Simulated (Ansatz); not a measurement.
Run report: AlAs, single-point calculation

AlAs (F-43m, 2 atoms in the cell), computed with DFT PBE+D3(BJ), scalar-relativistic, plane waves, PAW, no spin polarisation (Ansatz 0.2.0).

The structure derives from an entry of the Crystallography Open Database. Figures and captions count atoms from 1; the log counts them from 0 in places.

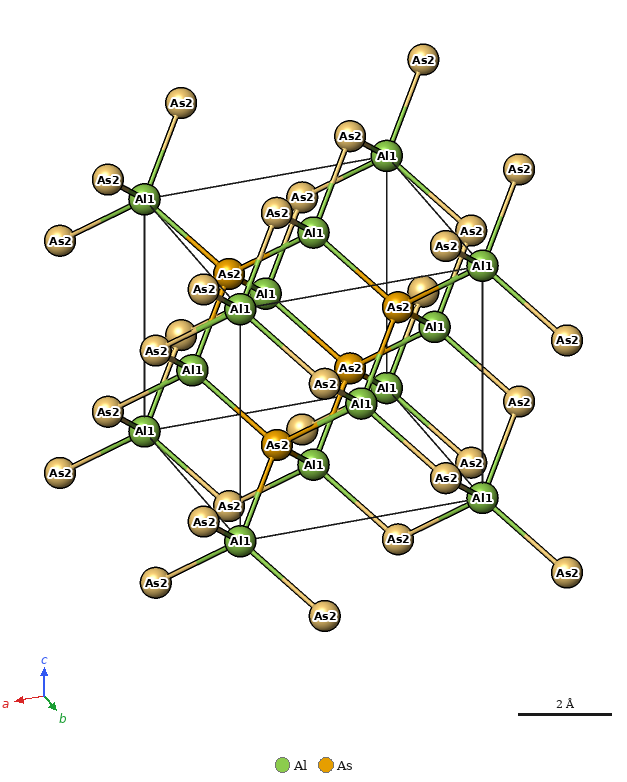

The structure (ball-and-stick view of the cell 4 times as large as that of the calculation, set on its symmetry axes, seen at an oblique angle; neighbours outside the cell are drawn fainter; atoms are numbered from 1 in the order of the input). Near neighbours in the crystal (not all of them lie inside the picture): Al has 4 As at 2.45 Å; As has 4 Al at 2.45 Å.

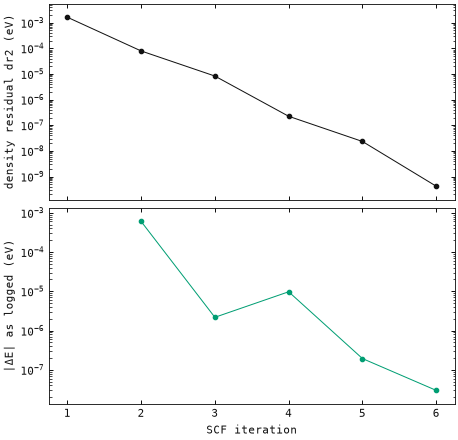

Convergence of the self-consistent field: density residual dr2 and size of the energy change against the SCF iteration. The residual falls at every step.

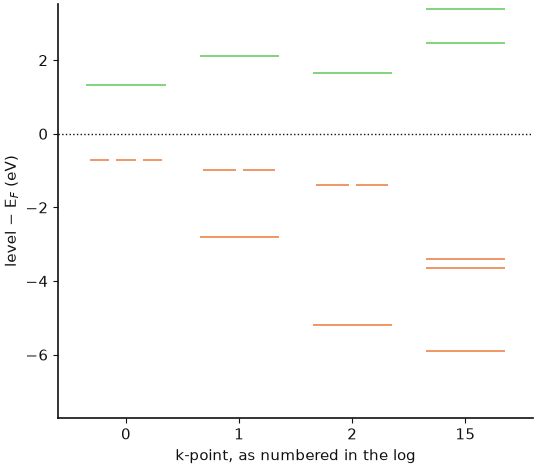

Kohn–Sham levels near the Fermi level (dotted) at the few k-points that the log prints; levels within 0.02 eV of each other stand side by side. Among these points the highest filled and lowest empty levels are 2.05 eV apart; the gap on the full mesh, 1.44 eV, has an edge at a point that isn't printed.

These pictures come from the run below.

### The input
```yaml
crystal:
  lattice:
    - [0.0, 2.8304, 2.8304]
    - [2.8304, 0.0, 2.8304]
    - [2.8304, 2.8304, 0.0]
  atoms:
    - { symbol: Al, position: [0.0, 0.0, 0.0] }
    - { symbol: As, position: [0.75, 0.75, 0.75] }
basis:
  ecutwfc: 420
kpoints:
  mp_grid: { grid: [6, 6, 6] }
hamiltonian:
  xc: pbe
  dispersion: d3bj
scf:
  occupations: { method: gaussian, width: 0.1 }
output:
  forces: true
  stress: true
  eigenvalues: true
```

Command:
```bash
ansatz run input.yaml --threads 4 --pin off --max-ram 10240MiB --backend cpu --events-out ev --progress --plain --runs-dir out
```

### What the program printed
```
Engine: ansatz 0.2.0, aarch64-unknown-linux-gnu
Pseudopotentials: kind: paw
Pseudopotential: Al, paw, valence charge 3, recommended cutoff 420 eV (normal), Al.paw.azcp
Pseudopotential: As, paw, valence charge 15, recommended cutoff 420 eV (normal), As.paw.azcp
Functional definition: PBE
  parameter kappa = 0.804
  parameter beta = 0.06672455060314922
  exchange = pbe_x(kappa = kappa, mu = beta*pi^2/3)
  correlation = pbe_c(beta = beta)
Crystal: 2 atoms, lattice volume = 45.350 Å³
Basis set: ecut = 420 eV, 893 PW (Γ), exchange–correlation on 54×54×54 points (8 copies of the dense FFT grid, shifted against one another)
Bands: 13, of which v1, the nominal top of the filled ones, is band 9 counted from 1 (8 counted from 0)
Symmetry: 24 space group operations
Space group: F-43m (ITA 216), of the structure as read, at distance tolerance 3.6e-5 Å
k-points: 16 of 216 (time reversal used)
Non-local potential: Al, projectors of the file, l = 0: 2, l = 1: 2, l = 2: 1
Non-local potential: As, projectors of the file, l = 0: 2, l = 1: 2, l = 2: 3, l = 3: 1
PAW form: soft (Blöchl's): semilocal exchange-correlation on the pseudo side does not see the compensation charge
PAW one-centre angular grid: Al, 110 points (default); XC on 64 Gauss nodes
PAW one-centre angular grid: As, 590 points (default); XC on 64 Gauss nodes
Initial density: superposition of atomic densities (neutral atoms: chi_scale 0, normalization atom), corrected by the library's trained network
Initial wavefunctions: pseudopotential atomic-orbital guess
Functional: x = pbe(κ = 0.804, μ = 0.2195149727645171), c = pbe(β = 0.06672455060314922)
SCF iter   1: F=—  HF=-5395.226289 eV  |F-HF|=—  |Δ(HF+E_count)|=         —  Δρ=1.41e-3  dr2=1.64e-3  ethr=1.77e-3  ⟨swp⟩=5.1  Hψ=1208  notcnv=0
preconditioner: auto → none  [insulator: Δε(μ)=1.420 eV  Ē_g=9.905 eV  σ=0.100 eV  W_gap=1.00  n_scr=14 (ndim 8)  ℏωp=15.6 eV  f_vac=0.006  D(μ)=0.00/eV (n_scr^D=0)  ε∞_Penn≈3.5]
SCF iter   2: F=—  HF=-5395.225684 eV  |F-HF|=—  |Δ(HF+E_count)|=   6.04e-4  Δρ=4.30e-4  dr2=7.93e-5  ethr=9.09e-6  ⟨swp⟩=1.9  Hψ=379  notcnv=0
SCF iter   3: F=—  HF=-5395.225682 eV  |F-HF|=—  |Δ(HF+E_count)|=   2.18e-6  Δρ=1.71e-4  dr2=8.31e-6  ethr=4.41e-7  ⟨swp⟩=2.0  Hψ=258  notcnv=0
SCF iter   4: F=—  HF=-5395.225692 eV  |F-HF|=—  |Δ(HF+E_count)|=   9.74e-6  Δρ=2.21e-5  dr2=2.24e-7  ethr=4.62e-8  ⟨swp⟩=3.0  Hψ=352  notcnv=0
iter 5 did not close the SCF: its close was put off for the readings that it lacked (scf_convergence_deferred on its scf_iter line)
SCF iter   5: F=-5395.225692 eV  HF=-5395.225692 eV  |F-HF|=2.51e-8  |Δ(HF+E_count)|=   1.94e-7  Δρ=9.85e-6  dr2=2.33e-8  ethr=1.24e-9  ⟨swp⟩=2.0  Hψ=352  notcnv=0
SCF iter   6: F=-5395.225692 eV  HF=-5395.225692 eV  |F-HF|=2.01e-10  |Δ(HF+E_count)|=   3.00e-8  Δρ=1.05e-6  dr2=4.18e-10  ethr=1.29e-10  ⟨swp⟩=1.9  Hψ=627  notcnv=0
SCF 1 converged in 6 iterations: F = -5395.225692 eV  dr2 = 4.18e-10
  greatest PAW one-centre occupation: 0.999 electrons in one spin orbital (limit 2), on the As atom at site 1 (counted from 0), in its partial waves of l = 2
SCF converged after 6 iterations
Free energy (F): -5395.225692 eV
Harris-Foulkes:  -5395.225692 eV  (|F-HF|=2.01e-10)
Internal energy: -5395.225692 eV  (E = F + TS)
E sigma→0 (E₀):  -5395.225692 eV
Fermi energy:    7.092995 eV
--- Per-component energies (eV) ---
  E_band       = -266.154107
  E_kinetic    = 126.864510
  E_local      = -2113.773702  (includes V_loc(G=0)·N_el)
  E_nonlocal   = -659.943155
  E_hartree    = 1130.806075
  E_xc         = -119.120755
  E_vxc        = -108.470701  (∫ρ·V_xc dr)
  E_paw        = -2303.088103  (= ΣΔE_a)
  E_vpaw       = 227.557474  (= ΣTr[D̂ρ^β])
  E_aug_tail   = 0.000006  (compensation charges beyond the density's cutoff)
  E_ewald      = -1456.336059
  E_disp       = -0.634508  (pairwise vdW)
  E_smearing   = -0.000000  (= −TS)
  E_closure    = 0.000000  (closes the sum)
  Σ components = -5395.225692   (vs F -5395.225692, Δ=0.00e0)
--- Forces (eV/Å), atoms counted from 1 ---
  atom   1  Al    -0.00000000     0.00000000     0.00000000
  atom   2  As     0.00000000     0.00000000     0.00000000
  max |Σ_I F_I| component: 2.29e-16 eV/Å
--- Stress (GPa, compression-positive) ---
        0.168086       0.000000      -0.000000
        0.000000       0.168086       0.000000
       -0.000000       0.000000       0.168086
  P = ⅓ Tr σ = 0.1681 GPa (1.681 kbar)
--- Band table (eV; the first three rows and the last of 16) ---
  k-point 0: bands = ["-27.9896", "-27.9896", "-27.9896", "-27.9790", "-27.9790", "-5.4914", "6.3722", "6.3722", "6.3722", "8.4253", "10.6720", "10.6720", "10.6720"]
  k-point 1: bands = ["-27.9895", "-27.9893", "-27.9893", "-27.9789", "-27.9789", "-5.2235", "4.2796", "6.1104", "6.1104", "9.2010", "11.1072", "11.1072", "11.5720"]
  k-point 2: bands = ["-27.9893", "-27.9889", "-27.9889", "-27.9788", "-27.9788", "-4.5460", "1.8879", "5.7115", "5.7115", "8.7459", "11.2432", "11.2432", "13.8753"]
  k-point 15: bands = ["-27.9897", "-27.9883", "-27.9877", "-27.9793", "-27.9783", "-3.5024", "1.1889", "3.4440", "3.6916", "9.5472", "10.4938", "13.5009", "14.2103"]
```

### Summary

| quantity | value |
| --- | --- |
| outcome | converged |
| space group (tolerance 0.01 Å) | F-43m (216) |
| electrons treated | 18 |
| free energy | −5395.2257 eV |
| Fermi energy | 7.093 eV |
| gap on the k-point mesh | 1.44 eV |
| pressure | 0.17 GPa |
| largest force (length of the vector) | under 0.001 eV/Å |
| hardware | 4 threads of Arm Neoverse V2, 24 GiB of memory available, shared host |
| peak memory | 0.28 GiB |
